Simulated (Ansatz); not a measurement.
# Run report: SnO2, geometry relaxation (part 3 of 3)

The same run, continued: SnO2 (slab, 30 atoms in the cell); DFT PBE, scalar-relativistic, plane waves, PAW, no spin polarisation (Ansatz 0.2.0); cutoff 420 eV, 6×5×1 k-mesh, Gaussian smearing of 0.05 eV. The structure derives from an entry of the Crystallography Open Database.

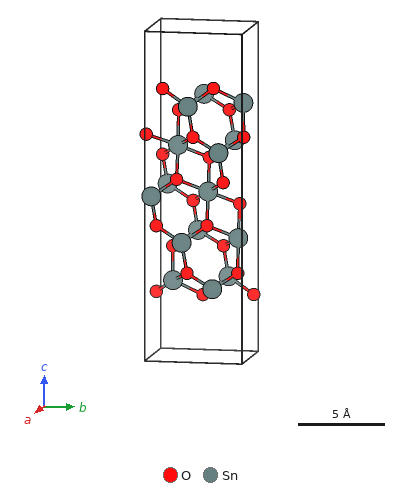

The geometry at step 4 of the log (ball-and-stick view of the cell of the calculation, with the vacuum cut short, seen slightly off an axis).

What the program printed, continued
```
  k-point 11: bands = ["-20.4567", "-20.4567", "-20.3565", "-20.3565", "-20.2266", "-20.2266", "-20.0806", "-20.0806", "-20.0584", "-20.0584", "-19.8613", "-19.8613", "-19.7865", "-19.7865", "-19.7362", "-19.7362", "-19.6857", "-19.6857", "-19.6701", "-19.6701", "-19.6360", "-19.6360", "-19.6197", "-19.6197", "-19.5672", "-19.5672", "-19.5615", "-19.5615", "-19.5576", "-19.5576", "-19.5456", "-19.5456", "-19.5418", "-19.5418", "-19.5298", "-19.5298", "-19.5114", "-19.5114", "-19.5077", "-19.5076",
      "-19.4879", "-19.4879", "-19.4826", "-19.4826", "-19.4578", "-19.4578", "-19.3468", "-19.3468", "-19.3459", "-19.3459", "-16.9816", "-16.9816", "-16.8789", "-16.8789", "-16.6638", "-16.6638", "-16.5402", "-16.5402", "-16.1592", "-16.1592", "-15.8172", "-15.8172", "-15.4873", "-15.4873", "-15.1755", "-15.1755", "-14.9715", "-14.9715", "-14.8009", "-14.8009", "-6.4348", "-6.4348", "-6.1005", "-6.1005", "-5.7009", "-5.7009", "-5.2558", "-5.2558", "-5.0522", "-5.0522",
      "-4.4722", "-4.4722", "-3.9183", "-3.9183", "-3.4491", "-3.4491", "-3.2342", "-3.2342", "-3.0963", "-3.0963", "-2.9306", "-2.9306", "-2.7928", "-2.7928", "-2.4058", "-2.4058", "-2.1261", "-2.1261", "-1.8970", "-1.8970", "-1.5552", "-1.5552", "-1.3832", "-1.3832", "-1.0260", "-1.0260", "-0.9439", "-0.9439", "-0.7878", "-0.7878", "-0.6638", "-0.6638", "-0.5335", "-0.5335", "-0.4527", "-0.4527", "-0.3622", "-0.3622", "-0.2985", "-0.2985",
      "-0.2067", "-0.2067", "0.0513", "0.0513", "0.1488", "0.1488", "0.3300", "0.3300", "0.4103", "0.4103", "4.1111", "4.1111", "4.3068", "4.3068", "4.9254", "4.9254", "5.2995", "5.2995", "5.8410", "5.8410", "7.2093", "7.2093", "7.3761", "7.3761", "8.0469", "8.0469", "8.4486", "8.4486", "8.5485", "8.5485", "8.9854", "8.9854", "9.2174", "9.2174", "9.7737", "9.7737", "10.0638", "10.0638", "10.1656", "10.1656"]
--- Relaxed structure (6 steps of the walk, 6 accepted, 0 SCFs on fresh bases) ---
  F+E_penalty+E_count = -71585.00815808 eV   max|allowed force component| = 5.227e-3 eV/Å
  atoms:
    - { symbol: O, position: [0.18397113139087928, 0.9830560360028906, 0.2722263571865997] }
    - { symbol: O, position: [0.31602886860912066, 0.4830560360028909, 0.2722263571865997] }
    - { symbol: Sn, position: [0.04156156759719672, 0.7004783974818725, 0.3051114063012758] }
    - { symbol: Sn, position: [0.4584384324028033, 0.20047839748187252, 0.3051114063012758] }
    - { symbol: O, position: [0.6890424724200173, 0.9044700066989674, 0.33068965017830715] }
    - { symbol: O, position: [0.8109575275799826, 0.40447000669896727, 0.33068965017830715] }
    - { symbol: O, position: [0.19273817084918568, 0.6706471863270904, 0.37459789809895716] }
    - { symbol: O, position: [0.30726182915081424, 0.17064718632709058, 0.37459789809895716] }
    - { symbol: Sn, position: [-0.007899838997005623, 0.3788524776824294, 0.4015377375891715] }
    - { symbol: Sn, position: [0.5078998389970057, 0.8788524776824294, 0.4015377375891715] }
    - { symbol: O, position: [0.6905846052449066, 0.5880976543606821, 0.43148374936870937] }
    - { symbol: O, position: [0.8094153947550933, 0.08809765436068204, 0.43148374936870937] }
    - { symbol: O, position: [0.18619202976475357, 0.3613548090238013, 0.4703331980171397] }
    - { symbol: O, position: [0.3138079702352464, 0.8613548090238013, 0.4703331980171397] }
    - { symbol: Sn, position: [9.30868443641766e-9, 0.06906950182193433, 0.5000000005939381] }
    - { symbol: Sn, position: [0.49999999069131557, 0.5690695018219342, 0.5000000005939381] }
    - { symbol: O, position: [0.6861920131811141, 0.2767842141070925, 0.5296667957772063] }
    - { symbol: O, position: [0.8138079868188859, 0.7767842141070924, 0.5296667957772063] }
    - { symbol: O, position: [0.1905845920494791, 0.05004140099437226, 0.5685162508607859] }
    - { symbol: O, position: [0.30941540795052086, 0.5500414009943722, 0.5685162508607859] }
    - { symbol: Sn, position: [0.007899829130291641, 0.759286560678377, 0.5984622649896065] }
    - { symbol: Sn, position: [0.4921001708697083, 0.25928656067837696, 0.5984622649896065] }
    - { symbol: O, position: [0.6927380474936881, 0.967491793541971, 0.6254021019325023] }
    - { symbol: O, position: [0.8072619525063119, 0.46749179354197107, 0.6254021019325023] }
    - { symbol: O, position: [0.18904246324725849, 0.733669035216223, 0.6693103470530963] }
    - { symbol: O, position: [0.31095753675274157, 0.2336690352162232, 0.6693103470530963] }
    - { symbol: Sn, position: [-0.04156151822475354, 0.43766057967924066, 0.6948886039676054] }
    - { symbol: Sn, position: [0.5415615182247535, 0.9376605796792404, 0.6948886039676054] }
    - { symbol: O, position: [0.6839710809113242, 0.6550828773830549, 0.727773638085099] }
    - { symbol: O, position: [0.8160289190886757, 0.15508287738305493, 0.727773638085099] }
```

Trajectory as extended XYZ (Å, eV, eV/Å), 6 frames, from step=1 to step=6
```
30
Lattice="4.8274 0.0000 0.0000 0.0000 5.8128 0.0000 0.0000 0.0000 27.4052" Properties=species:S:1:pos:R:3:forces:R:3 step=1 energy=-71583.74813
O     0.9339    5.6865    7.5000   -0.4136  -0.3844   0.0291
O     1.4798    2.7801    7.5000    0.4136  -0.3844   0.0291
Sn    0.0000    4.0091    8.3243    2.5974   0.5938   0.1331
Sn    2.4137    1.1026    8.3243   -2.5974   0.5938   0.1331
O     3.3476    5.2380    9.1487    0.3804  -0.1179  -0.6774
O     3.8935    2.3316    9.1487   -0.3804  -0.1179  -0.6774
O     0.9339    3.8827   10.1891   -0.1596  -0.0867   0.2772
O     1.4798    0.9763   10.1891    0.1596  -0.0867   0.2772
Sn    0.0000    2.2053   11.0135    0.4193   0.0055   0.2608
Sn    2.4137    5.1117   11.0135   -0.4193   0.0055   0.2608
O     3.3476    3.4342   11.8378    0.0322   0.0035  -0.1019
O     3.8935    0.5278   11.8378   -0.0322   0.0035  -0.1019
O     0.9339    2.0790   12.8783   -0.0096  -0.0133   0.0460
O     1.4798    4.9854   12.8783    0.0096  -0.0133   0.0460
Sn    0.0000    0.4015   13.7026    0.0000   0.0000   0.0000
Sn    2.4137    3.3079   13.7026    0.0000   0.0000   0.0000
O     3.3476    1.6304   14.5270   -0.0096   0.0133  -0.0461
O     3.8935    4.5369   14.5270    0.0096   0.0133  -0.0461
O     0.9339    0.2752   15.5674    0.0322  -0.0035   0.1019
O     1.4798    3.1816   15.5674   -0.0322  -0.0035   0.1019
Sn    0.0000    4.4105   16.3918   -0.4193  -0.0055  -0.2607
Sn    2.4137    1.5041   16.3918    0.4193  -0.0055  -0.2607
O     3.3476    5.6395   17.2161   -0.1596   0.0867  -0.2773
O     3.8935    2.7331   17.2161    0.1596   0.0867  -0.2773
O     0.9339    4.2842   18.2566    0.3804   0.1179   0.6773
O     1.4798    1.3778   18.2566   -0.3804   0.1179   0.6773
Sn    0.0000    2.6068   19.0809   -2.5974  -0.5938  -0.1330
Sn    2.4137    5.5132   19.0809    2.5974  -0.5938  -0.1330
O     3.3476    3.8357   19.9052   -0.4137   0.3844  -0.0290
O     3.8935    0.9293   19.9052    0.4137   0.3844  -0.0290
30
Lattice="4.8274 0.0000 0.0000 0.0000 5.8128 0.0000 0.0000 0.0000 27.4052" Properties=species:S:1:pos:R:3:forces:R:3 step=2 energy=-71584.79615
O     0.8417    5.7364    7.4337    0.2319  -0.3101   0.5917
O     1.5720    2.8300    7.4337   -0.2319  -0.3101   0.5917
Sn    0.1740    4.0414    8.3755    0.6455   0.3364  -0.6927
Sn    2.2397    1.1350    8.3755   -0.6455   0.3364  -0.6927
O     3.3728    5.2567    9.0780   -0.4410   0.1015   0.2229
O     3.8683    2.3503    9.0780    0.4410   0.1015   0.2229
O     0.9544    3.8780   10.2784   -0.2071  -0.0215  -0.3737
O     1.4593    0.9716   10.2784    0.2071  -0.0215  -0.3737
Sn   -0.0219    2.2089   11.0103   -0.3968  -0.0788   0.2046
Sn    2.4356    5.1153   11.0103    0.3968  -0.0788   0.2046
O     3.3432    3.4359   11.8354    0.1024  -0.0546  -0.0690
O     3.8980    0.5294   11.8354   -0.1024  -0.0546  -0.0690
O     0.9206    2.0868   12.8788   -0.0062   0.0081   0.0982
O     1.4931    4.9933   12.8788    0.0062   0.0081   0.0982
Sn    0.0000    0.4015   13.7026    0.0000   0.0000   0.0000
Sn    2.4137    3.3079   13.7026    0.0000   0.0000   0.0000
O     3.3344    1.6226   14.5264   -0.0062  -0.0081  -0.0982
O     3.9068    4.5290   14.5264    0.0062  -0.0081  -0.0982
O     0.9294    0.2735   15.5698    0.1024   0.0546   0.0690
O     1.4843    3.1800   15.5698   -0.1024   0.0546   0.0690
Sn    0.0219    4.4069   16.3949    0.3968   0.0788  -0.2047
Sn    2.3918    1.5005   16.3949   -0.3968   0.0788  -0.2047
O     3.3681    5.6442   17.1268   -0.2071   0.0215   0.3738
O     3.8731    2.7378   17.1268    0.2071   0.0215   0.3738
O     0.9591    4.2655   18.3272   -0.4410  -0.1015  -0.2228
O     1.4546    1.3591   18.3272    0.4410  -0.1015  -0.2228
Sn   -0.1740    2.5744   19.0297   -0.6455  -0.3364   0.6927
Sn    2.5877    5.4808   19.0297    0.6455  -0.3364   0.6927
O     3.2554    3.7858   19.9715    0.2320   0.3101  -0.5918
O     3.9858    0.8794   19.9715   -0.2320   0.3101  -0.5918
30
Lattice="4.8274 0.0000 0.0000 0.0000 5.8128 0.0000 0.0000 0.0000 27.4052" Properties=species:S:1:pos:R:3:forces:R:3 step=3 energy=-71584.97811
O     0.8656    5.7482    7.4442    0.0526  -0.1555   0.1560
O     1.5482    2.8418    7.4442   -0.0526  -0.1555   0.1560
Sn    0.1917    4.0796    8.3504    0.1464   0.1123  -0.0494
Sn    2.2221    1.1732    8.3504   -0.1464   0.1123  -0.0494
O     3.3372    5.2744    9.0613   -0.0847  -0.0331   0.0698
O     3.9039    2.3680    9.0613    0.0847  -0.0331   0.0698
O     0.9433    3.8801   10.2547    0.0072   0.0872  -0.0584
O     1.4704    0.9737   10.2547   -0.0072   0.0872  -0.0584
Sn   -0.0249    2.2023   11.0086   -0.1927   0.0003  -0.1371
Sn    2.4387    5.1087   11.0086    0.1927   0.0003  -0.1371
O     3.3467    3.4289   11.8323   -0.0029  -0.0082  -0.0164
O     3.8944    0.5224   11.8323    0.0029  -0.0082  -0.0164
O     0.9155    2.0895   12.8840   -0.0133  -0.0049   0.0156
O     1.4982    4.9959   12.8840    0.0133  -0.0049   0.0156
Sn    0.0000    0.4015   13.7026    0.0000   0.0000   0.0000
Sn    2.4137    3.3079   13.7026    0.0000   0.0000   0.0000
O     3.3292    1.6199   14.5212   -0.0133   0.0049  -0.0156
O     3.9120    4.5263   14.5212    0.0133   0.0049  -0.0156
O     0.9330    0.2805   15.5729   -0.0029   0.0082   0.0164
O     1.4807    3.1870   15.5729    0.0029   0.0082   0.0164
Sn    0.0249    4.4135   16.3966    0.1927  -0.0003   0.1370
Sn    2.3888    1.5071   16.3966   -0.1927  -0.0003   0.1370
O     3.3570    5.6422   17.1505    0.0072  -0.0872   0.0584
O     3.8841    2.7357   17.1505   -0.0072  -0.0872   0.0584
O     0.9235    4.2479   18.3439   -0.0847   0.0331  -0.0698
O     1.4902    1.3414   18.3439    0.0847   0.0331  -0.0698
Sn   -0.1917    2.5362   19.0549   -0.1464  -0.1124   0.0495
Sn    2.6054    5.4427   19.0549    0.1464  -0.1124   0.0495
O     3.2793    3.7740   19.9611    0.0526   0.1556  -0.1561
O     3.9619    0.8676   19.9611   -0.0526   0.1556  -0.1561
30
Lattice="4.8274 0.0000 0.0000 0.0000 5.8128 0.0000 0.0000 0.0000 27.4052" Properties=species:S:1:pos:R:3:forces:R:3 step=4 energy=-71584.99315
O     0.8938    5.7213    7.4385   -0.0393  -0.0838   0.1490
O     1.5199    2.8149    7.4385    0.0393  -0.0838   0.1490
Sn    0.1966    4.0758    8.3539    0.0707   0.0569   0.0285
Sn    2.2172    1.1694    8.3539   -0.0707   0.0569   0.0285
O     3.3221    5.2549    9.0656    0.0149   0.0192  -0.0861
O     3.9190    2.3485    9.0656   -0.0149   0.0192  -0.0861
O     0.9108    3.9150   10.2727    0.0571   0.0023  -0.1044
O     1.5029    1.0085   10.2727   -0.0571   0.0023  -0.1044
Sn   -0.0317    2.2037   11.0059   -0.0989   0.0114   0.0522
Sn    2.4454    5.1102   11.0059    0.0989   0.0114   0.0522
O     3.3327    3.4200   11.8254   -0.0234  -0.0073  -0.0352
O     3.9084    0.5136   11.8254    0.0234  -0.0073  -0.0352
O     0.8936    2.1067   12.8968   -0.0024  -0.0080  -0.0516
O     1.5202    5.0131   12.8968    0.0024  -0.0080  -0.0516
Sn    0.0000    0.4015   13.7026    0.0000   0.0000   0.0000
Sn    2.4137    3.3079   13.7026    0.0000   0.0000   0.0000
O     3.3073    1.6027   14.5085   -0.0024   0.0080   0.0516
O     3.9339    4.5092   14.5085    0.0024   0.0080   0.0516
O     0.9190    0.2894   15.5798   -0.0234   0.0073   0.0351
O     1.4947    3.1958   15.5798    0.0234   0.0073   0.0351
Sn    0.0317    4.4121   16.3993    0.0989  -0.0114  -0.0522
Sn    2.3820    1.5056   16.3993   -0.0989  -0.0114  -0.0522
O     3.3245    5.6073   17.1326    0.0570  -0.0023   0.1044
O     3.9166    2.7009   17.1326   -0.0570  -0.0023   0.1044
O     0.9084    4.2673   18.3397    0.0149  -0.0192   0.0861
O     1.5053    1.3609   18.3397   -0.0149  -0.0192   0.0861
Sn   -0.1966    2.5400   19.0513   -0.0708  -0.0569  -0.0285
Sn    2.6103    5.4464   19.0513    0.0708  -0.0569  -0.0285
O     3.3075    3.8009   19.9667   -0.0393   0.0838  -0.1491
O     3.9336    0.8945   19.9667    0.0393   0.0838  -0.1491
30
Lattice="4.8274 0.0000 0.0000 0.0000 5.8128 0.0000 0.0000 0.0000 27.4052" Properties=species:S:1:pos:R:3:forces:R:3 step=5 energy=-71585.00695
O     0.8884    5.7177    7.4663   -0.0206  -0.0101  -0.0337
O     1.5253    2.8113    7.4663    0.0206  -0.0101  -0.0337
Sn    0.2009    4.0734    8.3631   -0.0157   0.0139  -0.0065
Sn    2.2129    1.1670    8.3631    0.0157   0.0139  -0.0065
O     3.3232    5.2553    9.0580   -0.0043   0.0103   0.0399
O     3.9179    2.3489    9.0580    0.0043   0.0103   0.0399
O     0.9292    3.9027   10.2675   -0.0179  -0.0179  -0.0001
O     1.4845    0.9963   10.2675    0.0179  -0.0179  -0.0001
Sn   -0.0386    2.2045   11.0031   -0.0048   0.0128   0.0089
Sn    2.4523    5.1109   11.0031    0.0048   0.0128   0.0089
O     3.3311    3.4201   11.8239    0.0239  -0.0202  -0.0116
O     3.9100    0.5137   11.8239   -0.0239  -0.0202  -0.0116
O     0.8972    2.1026   12.8885    0.0033  -0.0040   0.0242
O     1.5165    5.0090   12.8885   -0.0033  -0.0040   0.0242
Sn    0.0000    0.4015   13.7026    0.0000   0.0000   0.0000
Sn    2.4137    3.3079   13.7026    0.0000   0.0000   0.0000
O     3.3109    1.6068   14.5167    0.0033   0.0040  -0.0242
O     3.9302    4.5132   14.5167   -0.0033   0.0040  -0.0242
O     0.9174    0.2893   15.5813    0.0239   0.0202   0.0116
O     1.4963    3.1957   15.5813   -0.0239   0.0202   0.0116
Sn    0.0386    4.4113   16.4022    0.0048  -0.0128  -0.0089
Sn    2.3751    1.5049   16.4022   -0.0048  -0.0128  -0.0089
O     3.3429    5.6195   17.1377   -0.0179   0.0179   0.0001
O     3.8982    2.7131   17.1377    0.0179   0.0179   0.0001
O     0.9095    4.2670   18.3473   -0.0043  -0.0103  -0.0399
O     1.5042    1.3605   18.3473    0.0043  -0.0103  -0.0399
Sn   -0.2009    2.5424   19.0421    0.0157  -0.0139   0.0065
Sn    2.6146    5.4488   19.0421   -0.0157  -0.0139   0.0065
O     3.3021    3.8046   19.9390   -0.0206   0.0101   0.0337
O     3.9390    0.8981   19.9390    0.0206   0.0101   0.0337
30
Lattice="4.8274 0.0000 0.0000 0.0000 5.8128 0.0000 0.0000 0.0000 27.4052" Properties=species:S:1:pos:R:3:forces:R:3 step=6 energy=-71585.00816
O     0.8881    5.7143    7.4604   -0.0017  -0.0023  -0.0020
O     1.5256    2.8079    7.4604    0.0017  -0.0023  -0.0020
Sn    0.2006    4.0718    8.3616   -0.0015  -0.0014   0.0010
Sn    2.2131    1.1653    8.3616    0.0015  -0.0014   0.0010
O     3.3263    5.2575    9.0626   -0.0052   0.0041   0.0035
O     3.9148    2.3511    9.0626    0.0052   0.0041   0.0035
O     0.9304    3.8984   10.2659    0.0023  -0.0022   0.0014
O     1.4833    0.9919   10.2659   -0.0023  -0.0022   0.0014
Sn   -0.0381    2.2022   11.0042    0.0015   0.0033  -0.0051
Sn    2.4518    5.1086   11.0042   -0.0015   0.0033  -0.0051
O     3.3337    3.4185   11.8249   -0.0024  -0.0012   0.0011
O     3.9074    0.5121   11.8249    0.0024  -0.0012   0.0011
O     0.8988    2.1005   12.8896   -0.0034  -0.0027   0.0008
O     1.5149    5.0069   12.8896    0.0034  -0.0027   0.0008
Sn    0.0000    0.4015   13.7026    0.0000   0.0000   0.0000
Sn    2.4137    3.3079   13.7026    0.0000   0.0000   0.0000
O     3.3125    1.6089   14.5156   -0.0034   0.0027  -0.0008
O     3.9286    4.5153   14.5156    0.0034   0.0027  -0.0008
O     0.9200    0.2909   15.5803   -0.0024   0.0012  -0.0011
O     1.4937    3.1973   15.5803    0.0024   0.0012  -0.0011
Sn    0.0381    4.4136   16.4010   -0.0015  -0.0033   0.0051
Sn    2.3756    1.5072   16.4010    0.0015  -0.0033   0.0051
O     3.3441    5.6239   17.1393    0.0023   0.0022  -0.0014
O     3.8970    2.7175   17.1393   -0.0023   0.0022  -0.0014
O     0.9126    4.2647   18.3426   -0.0052  -0.0041  -0.0035
O     1.5011    1.3583   18.3426    0.0052  -0.0041  -0.0035
Sn   -0.2006    2.5440   19.0436    0.0015   0.0014  -0.0010
Sn    2.6143    5.4505   19.0436   -0.0015   0.0014  -0.0010
O     3.3018    3.8079   19.9448   -0.0017   0.0023   0.0020
O     3.9393    0.9015   19.9448    0.0017   0.0023   0.0020
```

Key numbers

| quantity | value |
| --- | --- |
| outcome | converged |
| electrons treated | 260 |
| free energy | −71585.0082 eV |
| work function, top face | 6.93 eV |
| work function, bottom face | 6.93 eV |
| Fermi energy | 0.986 eV |
| gap on the k-point mesh | 0.61 eV |
| final volume | 769.02 Å³ |
| work function (upper face) | 6.93 eV |
| largest force (length of the vector) at the end | 0.008 eV/Å |
| hardware | 4 threads of AMD EPYC (Zen 3), 64 GiB of memory available, shared host |
| wall time | 8.5 min (CPU time 32 min) |
| peak memory | 3 GiB |

The program warns: the exchange-correlation potential is rough where the density is thin.
